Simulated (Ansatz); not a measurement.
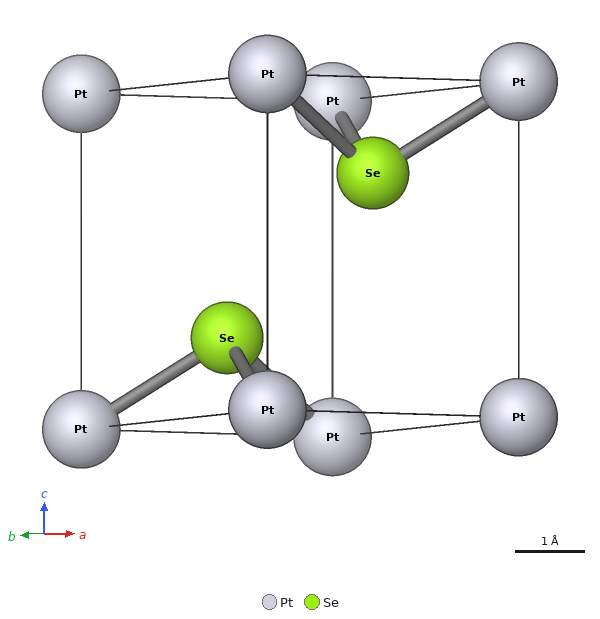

The structure as given in the input (ball-and-stick view of the cell of the calculation, seen at an oblique angle). An atom can appear more than once, as a periodic image.

**Geometry relaxation, with input and output: PtSe2**

- system: PtSe2 (P-3m1, 3 atoms in the cell)
- method: DFT PBEsol, scalar-relativistic, plane waves, PAW, no spin polarisation (Ansatz 0.2.0)

The structure derives from a Materials Project entry. It belongs to a series of runs on one base structure; here: equal strain along all axes, cell held, atoms relaxed: +1.0 %.

Input file
```yaml
crystal:
  lattice:
    - [3.7969546536, 0.0, 0.0]
    - [-1.8984773268, 3.2882591871, 0.0]
    - [0.0, 0.0, 4.9172406127]
  atoms:
    - { symbol: Pt, position: [0.0, 0.0, 0.0] }
    - { symbol: Se, position: [0.6666666667, 0.3333333333, 0.7393682785] }
    - { symbol: Se, position: [0.3333333333, 0.6666666667, 0.2606317215] }
basis:
  ecutwfc: 420
kpoints:
  mp_grid: { grid: [18, 18, 12] }
hamiltonian:
  xc: pbesol
scf:
  occupations: { method: gaussian, width: 0.1 }
output:
  forces: true
  stress: true
  eigenvalues: true
  write_density: true
  write_potential: true
  elf: true
  volumetric_format: npy
relax:
  adjacent_minimum: "off"
  f_tol: 0.008
  max_steps: 40
```

Launched with:
```bash
ansatz run input.yaml --threads 1 --pin off --max-ram 2560MiB --backend cpu --events-out ev --progress --plain --runs-dir out
```

What the program printed
```
Warning: output.stress: scf.convergence.dr2_threshold = 6.4e-8 eV (the default of a walk held to its f_tol) is looser than the 3e-10 eV advised for a printed stress (1e-10 eV for each atom of the cell: 3). What an SCF threshold leaves in a stress goes as its square root, and in the free energy as the threshold itself, and one threshold admits the most on a small cell: of the crystals measured, under no hybrid functional and no lock of the moments, on runs that ended without the residual-converged pass, on stresses that held no estimate of that error, the worst erred by over 100 MPa in a component at 1e-7 eV an atom and by under 5 at 1e-10. Every solve of this run answers to scf.convergence.dr2_threshold, and the tensor of one is reported: a single SCF on the reported geometry and on this run's grids (its basis.xc_grid and basis.ecutrho_ratio typed), with scf.convergence.dr2_threshold at 3e-10 eV or tighter, prints it and tightens no other solve. Else set scf.convergence.dr2_threshold to 3e-10 eV or tighter. The threshold is an SCF's pass mark: one that does not reach it within its budget of iterations ends unconverged, or closes short of it on a stop that the run arms, and scf.convergence.dr2_threshold's page says what that costs each kind of run
Engine: ansatz 0.2.0, x86_64-unknown-linux-gnu
Pseudopotentials: kind: paw
Pseudopotential: Pt, paw, valence charge 18, recommended cutoff 420 eV (normal), Pt.paw.azcp
Pseudopotential: Se, paw, valence charge 16, recommended cutoff 420 eV (normal), Se.paw.azcp
Functional definition: PBEsol
  exchange = pbesol_x
  correlation = pbesol_c
Crystal: 3 atoms, lattice volume = 61.394 Å³
Basis set: ecut = 420 eV, 1229 PW (Γ), exchange–correlation on 54×54×72 points (8 copies of the dense FFT grid, shifted against one another)
Bands: 30, of which v1, the nominal top of the filled ones, is band 25 counted from 1 (24 counted from 0)
Symmetry: 12 space group operations
Space group: P-3m1 (ITA 164), of the structure as read, at distance tolerance 3.9e-5 Å
k-points: 394 of 3888
Non-local potential: Pt, projectors of the file, l = 0: 3, l = 1: 2, l = 2: 2, l = 3: 1
Non-local potential: Se, projectors of the file, l = 0: 2, l = 1: 2, l = 2: 3, l = 3: 1
PAW form: soft (Blöchl's): semilocal exchange-correlation on the pseudo side does not see the compensation charge
PAW frozen core: Pt, regenerated for the run's functional, and the local potential with it (the file was generated under x = pbe(κ = 0.804, μ = 0.2195149727645171), c = pbe(β = 0.06672455060314922))
PAW frozen core: Se, regenerated for the run's functional, and the local potential with it (the file was generated under x = pbe(κ = 0.804, μ = 0.2195149727645171), c = pbe(β = 0.06672455060314922))
PAW one-centre angular grid: Pt, 590 points (default); XC on 64 Gauss nodes
PAW one-centre angular grid: Se, 590 points (default); XC on 64 Gauss nodes
Initial density: superposition of atomic densities (neutral atoms: chi_scale 0, normalization atom), corrected by the library's trained network
Initial wavefunctions: pseudopotential atomic-orbital guess
Functional: x = pbesol(κ = 0.804, μ = 0.12345679012345678), c = pbesol(β = 0.046)
SCF iter   1: F=—  HF=-23233.449953 eV  |F-HF|=—  |Δ(HF+E_count)|=         —  Δρ=3.56e-3  dr2=8.30e-3  ethr=1.77e-3  ⟨swp⟩=5.4  Hψ=44960  notcnv=0
preconditioner: auto → LDOS  [metal: Δε(μ)=0.023 eV  Ē_g=9.871 eV  σ=0.100 eV  W_gap=0.13  n_scr=22 (ndim 8)  ℏωp=22.2 eV  f_vac=0.030  D(μ)=0.80/eV (n_scr^D=2)  β→1.0]
SCF iter   2: F=—  HF=-23233.451324 eV  |F-HF|=—  |Δ(HF+E_count)|=   1.37e-3  Δρ=2.50e-3  dr2=4.29e-3  ethr=1.66e-5  ⟨swp⟩=2.0  Hψ=25572  notcnv=0  defer=253
SCF iter   3: F=—  HF=-23233.449512 eV  |F-HF|=—  |Δ(HF+E_count)|=   1.81e-3  Δρ=3.20e-4  dr2=6.96e-5  ethr=8.58e-6  ⟨swp⟩=2.0  Hψ=20994  notcnv=0  defer=253
SCF iter   4: F=—  HF=-23233.449507 eV  |F-HF|=—  |Δ(HF+E_count)|=   5.06e-6  Δρ=9.82e-5  dr2=1.24e-5  ethr=1.39e-7  ⟨swp⟩=2.4  Hψ=18534  notcnv=0  defer=253
iter 5 did not close the SCF: its close was put off for the readings that it lacked (scf_convergence_deferred on its scf_iter line)
SCF iter   5: F=-23233.449506 eV  HF=-23233.449506 eV  |F-HF|=8.16e-8  |Δ(HF+E_count)|=   1.53e-6  Δρ=1.95e-5  dr2=1.46e-7  ethr=2.47e-8  ⟨swp⟩=2.0  Hψ=15080  notcnv=0  defer=253
SCF iter   6: F=-23233.449506 eV  HF=-23233.449506 eV  |F-HF|=1.46e-10  |Δ(HF+E_count)|=   1.19e-7  Δρ=4.59e-6  dr2=1.12e-8  ethr=2.92e-10  ⟨swp⟩=7.6  Hψ=78759  notcnv=0
SCF 1 converged in 6 iterations: F = -23233.449506 eV  dr2 = 1.12e-8
  greatest PAW one-centre occupation: 1.000 electrons in one spin orbital (limit 2), on the Pt atom at site 0 (counted from 0), in its partial waves of l = 0
relax step   1: F+E_penalty+E_count = -23233.44950570 eV  Δ(F+E_penalty+E_count) = +0.000e0 eV  max|allowed force component| = 3.128e-1 eV/Å  Δτ_max = 0.0000 Å  (6 SCF iters, dr2 threshold 1.60e-6 eV, accepted)
Initial density: handed on by an earlier stage of this run
Initial wavefunctions: those handed on with the density
iter 1 solved again at ethr=3.44e-5 eV; its pass at ethr=3.10e-3 eV (dr2=1.72e-2 eV) is discarded
SCF iter   1: F=—  HF=-23233.451766 eV  |F-HF|=—  |Δ(HF+E_count)|=         —  Δρ=4.87e-3  dr2=1.62e-2  ethr=3.44e-5  ⟨swp⟩=1.0  Hψ=42075  notcnv=0  defer=281
preconditioner: auto → LDOS  [metal: Δε(μ)=0.001 eV  Ē_g=10.033 eV  σ=0.100 eV  W_gap=0.01  n_scr=22 (ndim 8)  ℏωp=22.2 eV  f_vac=0.030  D(μ)=0.70/eV (n_scr^D=2)  β→1.0]
SCF iter   2: F=—  HF=-23233.452346 eV  |F-HF|=—  |Δ(HF+E_count)|=   5.80e-4  Δρ=3.54e-3  dr2=1.81e-2  ethr=3.24e-5  ⟨swp⟩=2.0  Hψ=19908  notcnv=0  defer=281
SCF iter   3: F=—  HF=-23233.447945 eV  |F-HF|=—  |Δ(HF+E_count)|=   4.40e-3  Δρ=3.43e-4  dr2=6.30e-5  ethr=3.24e-5  ⟨swp⟩=2.0  Hψ=16256  notcnv=0  defer=281
SCF iter   4: F=—  HF=-23233.447937 eV  |F-HF|=—  |Δ(HF+E_count)|=   8.50e-6  Δρ=8.58e-5  dr2=4.68e-6  ethr=1.22e-8  ⟨swp⟩=14.2  Hψ=112123  notcnv=0
SCF iter   5: F=-23233.447936 eV  HF=-23233.447936 eV  |F-HF|=2.54e-7  |Δ(HF+E_count)|=   7.89e-7  Δρ=2.35e-5  dr2=3.55e-7  ethr=9.36e-9  ⟨swp⟩=7.8  Hψ=83502  notcnv=0
SCF 2 converged in 5 iterations: F = -23233.447936 eV  dr2 = 3.55e-7
relax step   2: F+E_penalty+E_count = -23233.44793571 eV  Δ(F+E_penalty+E_count) = +1.570e-3 eV  max|allowed force component| = 3.483e-1 eV/Å  Δτ_max = 0.0597 Å  (5 SCF iters, dr2 threshold 6.12e-6 eV, rejected (line search))
SCF iter   1: F=—  HF=-23233.459581 eV  |F-HF|=—  |Δ(HF+E_count)|=         —  Δρ=2.50e-3  dr2=4.23e-3  ethr=8.43e-5  ⟨swp⟩=3.8  Hψ=28032  notcnv=0  defer=269
preconditioner: auto → LDOS  [metal: Δε(μ)=0.003 eV  Ē_g=9.960 eV  σ=0.100 eV  W_gap=0.02  n_scr=22 (ndim 8)  ℏωp=22.2 eV  f_vac=0.029  D(μ)=0.85/eV (n_scr^D=2)  β→1.0]
SCF iter   2: F=—  HF=-23233.459490 eV  |F-HF|=—  |Δ(HF+E_count)|=   9.10e-5  Δρ=1.62e-3  dr2=3.62e-3  ethr=8.46e-6  ⟨swp⟩=2.0  Hψ=22777  notcnv=0  defer=282
SCF iter   3: F=—  HF=-23233.458596 eV  |F-HF|=—  |Δ(HF+E_count)|=   8.93e-4  Δρ=1.75e-4  dr2=2.73e-5  ethr=7.23e-6  ⟨swp⟩=2.0  Hψ=15044  notcnv=0  defer=282
SCF iter   4: F=—  HF=-23233.458588 eV  |F-HF|=—  |Δ(HF+E_count)|=   8.59e-6  Δρ=5.63e-5  dr2=2.00e-6  ethr=5.46e-8  ⟨swp⟩=2.8  Hψ=20461  notcnv=0  defer=282
SCF iter   5: F=-23233.458587 eV  HF=-23233.458587 eV  |F-HF|=2.45e-8  |Δ(HF+E_count)|=   3.98e-7  Δρ=1.07e-5  dr2=6.17e-8  ethr=2.00e-10  ⟨swp⟩=9.2  Hψ=85310  notcnv=0
SCF 3 converged in 5 iterations: F = -23233.458587 eV  dr2 = 6.17e-8
relax step   3: F+E_penalty+E_count = -23233.45858732 eV  Δ(F+E_penalty+E_count) = -9.082e-3 eV  max|allowed force component| = 4.306e-3 eV/Å  Δτ_max = 0.0292 Å  (5 SCF iters, accepted)
```

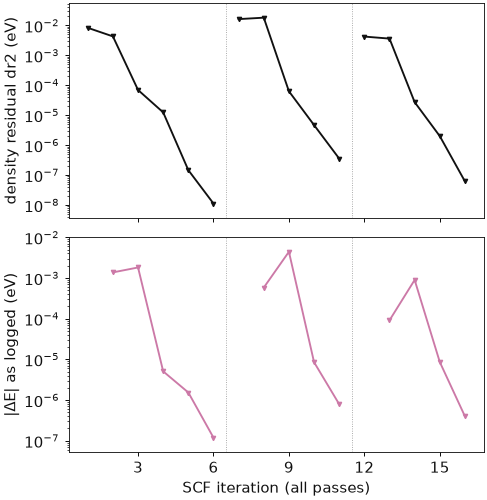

Convergence of the self-consistent field: density residual dr2 and size of the energy change against the SCF iteration. The dotted lines part the SCF passes of the relaxation: geometry steps, rejected trials and re-solves on a re-selected basis. The passes take 6, 5 and 5 iterations.

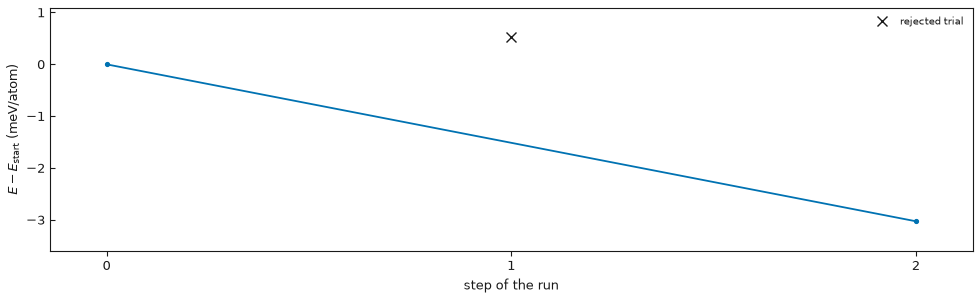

Progress of the relaxation, step by step (the first geometry is step 0 here and step 1 in the log).

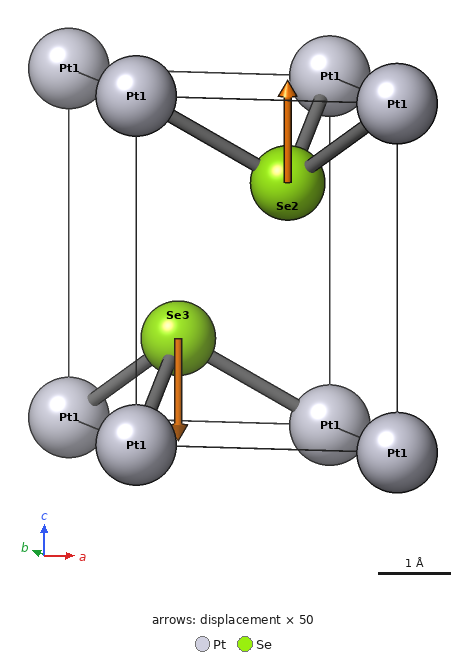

The starting structure with the displacements as orange arrows, magnified 50 times (ball-and-stick view of the cell of the calculation, seen slightly off an axis). The largest moves, 0.029 Å, are those of Se2 and Se3. Pt stays in place. The cell stays as it was. Among the contacts that change: Pt1–Se2 2.539 → 2.525 Å. The space group stays P-3m1 (No. 164). The energy falls by 3.0 meV per atom in 2 geometry steps. The largest force component goes from 0.31 to 0.0043 eV/Å. The line search rejected the trial step at point 1 (counted from 0) and went back. (Atoms are counted from 1 in the order of the input.)

```
SCF converged after 5 iterations
Free energy (F): -23233.458587 eV
Harris-Foulkes:  -23233.458587 eV  (|F-HF|=2.45e-8)
Internal energy: -23233.454473 eV  (E = F + TS)
E sigma→0 (E₀):  -23233.456530 eV
Entropy (-TS):   -0.004114 eV (-1.371 meV/atom)
Fermi energy:    12.901226 eV
--- Per-component energies (eV) ---
  E_band       = -973.845137
  E_kinetic    = 873.327390
  E_local      = -6709.178737  (includes V_loc(G=0)·N_el)
  E_nonlocal   = -980.539738
  E_hartree    = 3099.883119
  E_xc         = -466.701416
  E_vxc        = -498.261738  (∫ρ·V_xc dr)
  E_paw        = -13053.748381  (= ΣΔE_a)
  E_vpaw       = 141.035429  (= ΣTr[D̂ρ^β])
  E_aug_tail   = -0.001007  (compensation charges beyond the density's cutoff)
  E_ewald      = -5998.799585
  E_core_change = 2.303882  (= ΣΔE_core)
  E_smearing   = -0.004114  (= −TS)
  E_closure    = -0.000000  (closes the sum)
  Σ components = -23233.458587   (vs F -23233.458587, Δ=0.00e0)
--- Forces (eV/Å), atoms counted from 1 ---
  atom   1  Pt    -0.00000000     0.00000000     0.00000000
  atom   2  Se     0.00000000    -0.00000000    -0.00430636
  atom   3  Se    -0.00000000     0.00000000     0.00430636
  max |Σ_I F_I| component: 2.31e-18 eV/Å
--- Stress (GPa, compression-positive) ---
       -2.617728      -0.000000      -0.000000
       -0.000000      -2.617728       0.000000
       -0.000000       0.000000      -1.005306
  P = ⅓ Tr σ = -2.0803 GPa (-20.803 kbar)
--- Band table (eV; the first three rows and the last of 394) ---
  k-point 0: bands = ["-86.4952", "-40.7115", "-40.7115", "-40.5872", "-35.6434", "-35.6434", "-35.6413", "-35.6413", "-35.6307", "-35.6307", "-35.6258", "-35.6258", "-35.6225", "-35.6222", "-2.6425", "0.2749", "5.9425", "6.6132", "6.6132", "9.1018", "9.1018", "10.5118", "11.8353", "11.8353", "13.5189", "14.1625", "14.1625", "16.2482", "16.7745", "20.0602"]
  k-point 1: bands = ["-86.4952", "-40.7115", "-40.7115", "-40.5872", "-35.6434", "-35.6434", "-35.6413", "-35.6413", "-35.6306", "-35.6306", "-35.6259", "-35.6259", "-35.6225", "-35.6222", "-2.6129", "0.1992", "6.0474", "6.6181", "6.6181", "9.0984", "9.0984", "10.5072", "11.7920", "11.7920", "13.3076", "14.2303", "14.2303", "16.3189", "16.9762", "20.0281"]
  k-point 2: bands = ["-86.4952", "-40.7115", "-40.7115", "-40.5872", "-35.6433", "-35.6433", "-35.6413", "-35.6413", "-35.6304", "-35.6304", "-35.6261", "-35.6261", "-35.6225", "-35.6222", "-2.5256", "-0.0072", "6.3394", "6.6316", "6.6316", "9.0894", "9.0894", "10.4899", "11.6815", "11.6815", "12.8034", "14.4116", "14.4116", "16.5253", "17.4514", "19.9342"]
  k-point 393: bands = ["-86.4951", "-40.7170", "-40.7170", "-40.5867", "-35.6426", "-35.6425", "-35.6425", "-35.6417", "-35.6289", "-35.6284", "-35.6283", "-35.6283", "-35.6219", "-35.6219", "-0.6465", "-0.6465", "6.5735", "6.5735", "6.8063", "8.5916", "8.5916", "8.7457", "9.4445", "10.4656", "10.4656", "15.0318", "15.0318", "19.2772", "20.3317", "20.4046"]
--- Relaxed structure (3 steps of the walk, 2 accepted, 0 SCFs on fresh bases) ---
  F+E_penalty+E_count = -23233.45858732 eV   max|allowed force component| = 4.306e-3 eV/Å
  atoms:
    - { symbol: Pt, position: [1.15909100174969e-35, -1.6269415203387739e-35, 0.0] }
    - { symbol: Se, position: [0.6666666666666666, 0.3333333333333333, 0.7453144026745502] }
    - { symbol: Se, position: [0.3333333333333333, 0.6666666666666666, 0.25468559732544976] }
```

Trajectory as extended XYZ (Å, eV, eV/Å), 3 frames, from step=1 to step=3
```
3
Lattice="3.7970 0.0000 0.0000 -1.8985 3.2883 0.0000 0.0000 0.0000 4.9172" Properties=species:S:1:pos:R:3:forces:R:3 step=1 energy=-23233.44951
Pt    0.0000    0.0000    0.0000    0.0000   0.0000   0.0000
Se    1.8985    1.0961    3.6357    0.0000   0.0000   0.3128
Se    0.0000    2.1922    1.2816    0.0000   0.0000  -0.3128
3
Lattice="3.7970 0.0000 0.0000 -1.8985 3.2883 0.0000 0.0000 0.0000 4.9172" Properties=species:S:1:pos:R:3:forces:R:3 step=2 energy=-23233.44794 accepted=F
Pt    0.0000    0.0000    0.0000    0.0000   0.0000   0.0000
Se    1.8985    1.0961    3.6953    0.0000   0.0000  -0.3483
Se    0.0000    2.1922    1.2219    0.0000   0.0000   0.3483
3
Lattice="3.7970 0.0000 0.0000 -1.8985 3.2883 0.0000 0.0000 0.0000 4.9172" Properties=species:S:1:pos:R:3:forces:R:3 step=3 energy=-23233.45859
Pt    0.0000    0.0000    0.0000    0.0000   0.0000   0.0000
Se    1.8985    1.0961    3.6649    0.0000   0.0000  -0.0043
Se    0.0000    2.1922    1.2524    0.0000   0.0000   0.0043
```

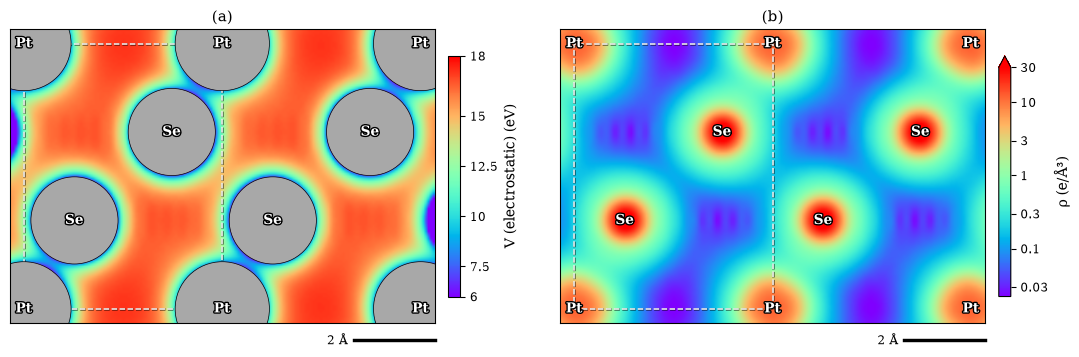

(a) electrostatic potential energy of an electron; (b) valence electron density on the (110) plane of the conventional cell. Grey discs, where drawn, cover atomic cores. Pt–Se (2.52 Å): the density is about 0.57 e/Å³ at the midpoint. Away from the nuclei the density in this plane falls to 0.02 e/Å³ at its lowest. Outside the cores the potential energy rises away from the atoms and is highest about 2.5 Å from the nearest atoms; outside the discs it spans about 11 eV, and its zero is arbitrary. In a PAW calculation such maps are meaningful between the atoms, not at the nuclei.

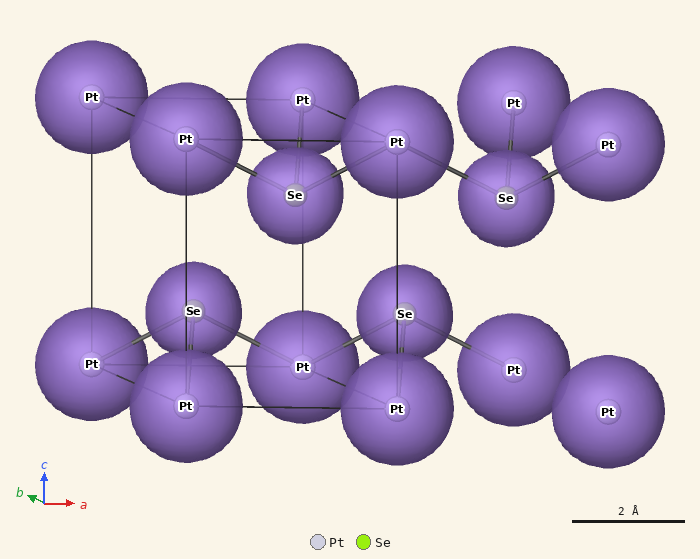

Isosurface of the valence charge density (pseudo) at 0.8 e/Å³ (purple), seen at an oblique angle. Sticks mark near contacts. The outline is the cell set on symmetry axes. At this value the density breaks into separate islands; it holds about 75 % of the electrons treated as valence (semicore included). It is pinched off along the Pt–Se (2.52 Å) contacts. On the grid the lowest density along these lines, outside the cores, is 0.57 e/Å³ (Pt–Se, 2.52 Å).

Results in brief

| quantity | value |
| --- | --- |
| outcome | converged |
| space group (tolerance 0.01 Å) | P-3m1 (164) |
| electrons treated | 50 |
| free energy | −23233.4586 eV |
| Fermi energy | 12.901 eV |
| gap on the k-point mesh | none (metallic) |
| pressure | −2.08 GPa |
| final volume | 61.39 Å³ |
| largest force (length of the vector) at the end | 0.004 eV/Å |
| final cell | a = 3.797 Å, b = 3.797 Å, c = 4.917 Å, α = 90.00°, β = 90.00°, γ = 120.00° |
| hardware | 1 thread of Intel Xeon (Sapphire Rapids), 32 GiB of memory available, shared host |
| wall time | 92 s |
| peak memory | 0.82 GiB |

Warnings of the run: the SCF threshold is looser than advised for the printed stress. Spin–orbit coupling is left out, which matters for Pt.
